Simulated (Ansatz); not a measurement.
## TaN: a changed input and its effect

System: TaN (R-3m, 2 atoms in the cell).
Method of run 1: DFT PBE, scalar-relativistic, plane waves, PAW, PAW set soft_1, no spin polarisation (Ansatz 0.2.0).

The structure derives from an entry of the Crystallography Open Database. Text and figures count atoms from 1; the logs count them from 0 in places.

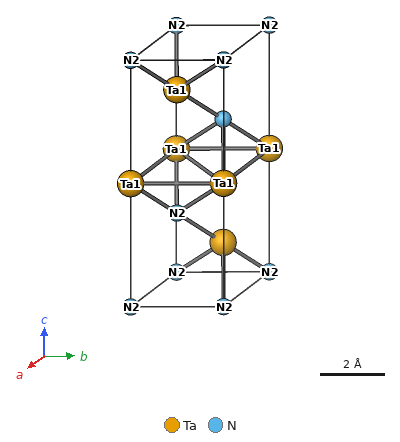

Fig. 1: The structure (ball-and-stick view of the cell 3 times as large as that of the calculation, set on its symmetry axes, seen at an oblique angle; atoms are numbered from 1 in the order of the input). Near neighbours in the crystal (not all of them lie inside the picture): Ta has 6 N at 2.23 Å and 6 Ta at 2.94 Å; N has 6 Ta at 2.23 Å.

### The input, run 1
```yaml
crystal:
  lattice:
    - [0.2765317109, 2.3546758311, 2.3546758311]
    - [2.3546758311, 0.2765317109, 2.3546758311]
    - [2.3546758311, 2.3546758311, 0.2765317109]
  atoms:
    - { symbol: Ta, position: [0.5, 0.5, 0.5] }
    - { symbol: "N", position: [0.0, 0.0, 0.0] }
basis:
  ecutwfc: 520.0
kpoints:
  mp_grid: { grid: [20, 20, 20] }
hamiltonian:
  xc: pbe
  pseudopotentials: { kind: paw, azcp: { folder: soft_1 } }
scf:
  occupations: { method: gaussian, width: 0.15 }
output:
  forces: true
  stress: true
  eigenvalues: true
```

Launched with:
```bash
ansatz run input.yaml --threads 1 --pin off --max-ram 2048MiB --backend cpu --events-out ev --progress --plain --runs-dir out
```

Hardware: 1 thread of Arm Neoverse N1, 98 GiB of memory available, shared host.

### Output, shortened to warnings, some set-up lines, iterations and results (run 1)
```
Basis set: ecut = 520 eV, 593 PW (Γ), exchange–correlation on 50×50×50 points (8 copies of the dense FFT grid, shifted against one another)
Symmetry: 12 space group operations
k-points: 781 of 8000
Initial density: superposition of atomic densities (chi_scale 0.1, normalization cell, long waves kept (reshape's long-wave potential 0.00 eV rms))
[...]
SCF iter   1: F=—  HF=-10318.895333 eV  |F-HF|=—  |Δ(HF+E_count)|=         —  Δρ=5.41e-2  dr2=6.37e-1  ethr=3.10e-3  ⟨swp⟩=5.0  Hψ=49962  notcnv=0
SCF iter   2: F=—  HF=-10318.827160 eV  |F-HF|=—  |Δ(HF+E_count)|=   6.82e-2  Δρ=3.50e-2  dr2=2.81e-1  ethr=3.10e-3  ⟨swp⟩=1.0  Hψ=16415  notcnv=0
SCF iter   3: F=—  HF=-10318.769870 eV  |F-HF|=—  |Δ(HF+E_count)|=   5.73e-2  Δρ=2.27e-3  dr2=4.45e-4  ethr=1.56e-3  ⟨swp⟩=2.0  Hψ=16332  notcnv=0  defer=10
SCF iter   4: F=—  HF=-10318.770027 eV  |F-HF|=—  |Δ(HF+E_count)|=   1.57e-4  Δρ=4.38e-4  dr2=3.69e-5  ethr=2.47e-6  ⟨swp⟩=2.2  Hψ=19950  notcnv=0  defer=10
SCF iter   5: F=—  HF=-10318.770022 eV  |F-HF|=—  |Δ(HF+E_count)|=   4.99e-6  Δρ=5.98e-5  dr2=1.91e-7  ethr=2.05e-7  ⟨swp⟩=2.1  Hψ=15840  notcnv=0  defer=12
SCF iter   6: F=-10318.770022 eV  HF=-10318.770022 eV  |F-HF|=2.33e-9  |Δ(HF+E_count)|=   2.50e-7  Δρ=8.10e-6  dr2=7.02e-9  ethr=5.56e-10  ⟨swp⟩=5.3  Hψ=47008  notcnv=0
SCF 1 converged in 6 iterations: F = -10318.770022 eV  dr2 = 7.02e-9
SCF converged after 6 iterations
Free energy (F): -10318.770022 eV
Harris-Foulkes:  -10318.770022 eV  (|F-HF|=2.33e-9)
Internal energy: -10318.759427 eV  (E = F + TS)
E sigma→0 (E₀):  -10318.764725 eV
Entropy (-TS):   -0.010595 eV (-5.298 meV/atom)
Fermi energy:    20.786411 eV
--- Per-component energies (eV) ---
  E_band       = -50.841446
  E_kinetic    = 524.252403
  E_local      = -577.161834  (includes V_loc(G=0)·N_el)
  E_nonlocal   = 24.054762
  E_hartree    = 205.826640
  E_xc         = -381.691631
  E_vxc        = -310.442742  (∫ρ·V_xc dr)
  E_paw        = -8432.715136  (= ΣΔE_a)
  E_vpaw       = -123.196330  (= ΣTr[D̂ρ^β])
  E_aug_tail   = 0.000017  (compensation charges beyond the density's cutoff)
  E_ewald      = -1681.324647
  E_smearing   = -0.010595  (= −TS)
  E_closure    = -0.000000  (closes the sum)
  Σ components = -10318.770022   (vs F -10318.770022, Δ=0.00e0)
--- Forces (eV/Å), atoms counted from 1 ---
  atom   1  Ta    -0.00000000     0.00000000    -0.00000000
  atom   2  N     -0.00000000    -0.00000000     0.00000000
  max |Σ_I F_I| component: 7.36e-30 eV/Å
--- Stress (GPa, compression-positive) ---
        1.625629      -5.933879      -5.933879
       -5.933879       1.625629      -5.933879
       -5.933879      -5.933879       1.625629
  P = ⅓ Tr σ = 1.6256 GPa (16.256 kbar)
```

The input of run 2 differs as follows (lines with − go, lines with + come):
```diff
-    - [0.2765317109, 2.3546758311, 2.3546758311]
-    - [2.3546758311, 0.2765317109, 2.3546758311]
-    - [2.3546758311, 2.3546758311, 0.2765317109]
+    - [0.1323656934, 2.2157711506, 2.2157711506]
+    - [2.2157711506, 0.1323656934, 2.2157711506]
+    - [2.2157711506, 2.2157711506, 0.1323656934]
```

Predict how the results change.

With the same functional and potentials, run 2 lies 29.3 meV per atom higher. The pressure goes from 1.63 to 33.50 GPa. The volume per atom goes from 10.77 to 9.91 Å³. The number of SCF iterations is the same. The plane waves at Γ go from 593 to 543.

### Output, shortened to warnings, some set-up lines, iterations and results (run 2)
```
Basis set: ecut = 520 eV, 543 PW (Γ), exchange–correlation on 48×48×48 points (8 copies of the dense FFT grid, shifted against one another)
Symmetry: 12 space group operations
k-points: 781 of 8000
Initial density: superposition of atomic densities (chi_scale 0.1, normalization cell, long waves kept (reshape's long-wave potential 0.00 eV rms))
[...]
SCF iter   1: F=—  HF=-10318.896531 eV  |F-HF|=—  |Δ(HF+E_count)|=         —  Δρ=6.40e-2  dr2=8.51e-1  ethr=3.10e-3  ⟨swp⟩=5.0  Hψ=48880  notcnv=0
SCF iter   2: F=—  HF=-10318.793962 eV  |F-HF|=—  |Δ(HF+E_count)|=   1.03e-1  Δρ=4.09e-2  dr2=3.65e-1  ethr=3.10e-3  ⟨swp⟩=1.5  Hψ=16893  notcnv=0  defer=32
SCF iter   3: F=—  HF=-10318.711468 eV  |F-HF|=—  |Δ(HF+E_count)|=   8.25e-2  Δρ=3.08e-3  dr2=7.60e-4  ethr=2.03e-3  ⟨swp⟩=2.0  Hψ=16296  notcnv=0  defer=33
SCF iter   4: F=—  HF=-10318.711441 eV  |F-HF|=—  |Δ(HF+E_count)|=   2.77e-5  Δρ=5.67e-4  dr2=6.80e-5  ethr=4.22e-6  ⟨swp⟩=2.5  Hψ=22840  notcnv=0  defer=33
SCF iter   5: F=—  HF=-10318.711423 eV  |F-HF|=—  |Δ(HF+E_count)|=   1.71e-5  Δρ=6.63e-5  dr2=1.72e-7  ethr=3.78e-7  ⟨swp⟩=2.1  Hψ=15701  notcnv=0  defer=34
SCF iter   6: F=-10318.711424 eV  HF=-10318.711424 eV  |F-HF|=8.50e-9  |Δ(HF+E_count)|=   4.06e-7  Δρ=9.50e-6  dr2=1.34e-8  ethr=5.56e-10  ⟨swp⟩=5.8  Hψ=47967  notcnv=0
SCF 1 converged in 6 iterations: F = -10318.711424 eV  dr2 = 1.34e-8
SCF converged after 6 iterations
Free energy (F): -10318.711424 eV
Harris-Foulkes:  -10318.711424 eV  (|F-HF|=8.50e-9)
Internal energy: -10318.703057 eV  (E = F + TS)
E sigma→0 (E₀):  -10318.707240 eV
Entropy (-TS):   -0.008367 eV (-4.184 meV/atom)
Fermi energy:    23.185899 eV
--- Per-component energies (eV) ---
  E_band       = -18.395811
  E_kinetic    = 531.187980
  E_local      = -520.247589  (includes V_loc(G=0)·N_el)
  E_nonlocal   = 24.544758
  E_hartree    = 191.637924
  E_xc         = -383.803500
  E_vxc        = -313.235660  (∫ρ·V_xc dr)
  E_paw        = -8433.429541  (= ΣΔE_a)
  E_vpaw       = -123.920741  (= ΣTr[D̂ρ^β])
  E_aug_tail   = -0.000009  (compensation charges beyond the density's cutoff)
  E_ewald      = -1728.593079
  E_smearing   = -0.008367  (= −TS)
  E_closure    = -0.000000  (closes the sum)
  Σ components = -10318.711424   (vs F -10318.711424, Δ=0.00e0)
--- Forces (eV/Å), atoms counted from 1 ---
  atom   1  Ta     0.00000000     0.00000000    -0.00000000
  atom   2  N      0.00000000    -0.00000000     0.00000000
  max |Σ_I F_I| component: 8.41e-30 eV/Å
--- Stress (GPa, compression-positive) ---
       33.496313      -3.767981      -3.767981
       -3.767981      33.496313      -3.767981
       -3.767981      -3.767981      33.496313
  P = ⅓ Tr σ = 33.4963 GPa (334.963 kbar)
```

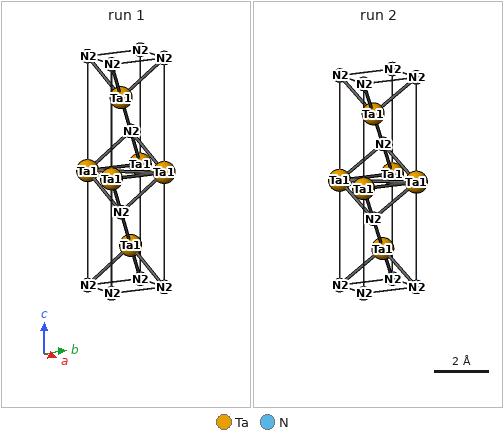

Fig. 2: The two input geometries at one scale (ball-and-stick view of the cell 3 times as large as that of the calculation, set on its symmetry axes, seen slightly off an axis). The atoms keep their places relative to the cell (all moves are under 0.005 Å). The drawn cell changes as follows: a = b 2.939 → 2.946 Å (+0.3 %), c 8.636 → 7.905 Å (−8.5 %); the volume changes by −8.0 %. Among the contacts that change: Ta1–N2 2.225 → 2.152 Å, Ta1–Ta1 2.939 → 2.946 Å.

### The two runs side by side

```csv
quantity,run 1,run 2
outcome,converged,converged
free energy per atom (eV),−5159.3850,−5159.3557
"energy per atom, smearing taken to zero (eV)",−5159.3824,−5159.3536
gap on the mesh (eV),0.00,0.00
pressure (GPa),1.63,33.50
volume per atom (Å³),10.77,9.91
largest force (eV/Å),0.000,0.000
SCF iterations,6,6
irreducible k-points,781,781
plane waves at Γ,593,543
wall time (shared host),26 s,24 s
```

For both runs: Spin–orbit coupling is left out, which matters for Ta. For run 2: The cell is under a pressure of 33 GPa at this level, so it is not at its equilibrium volume.
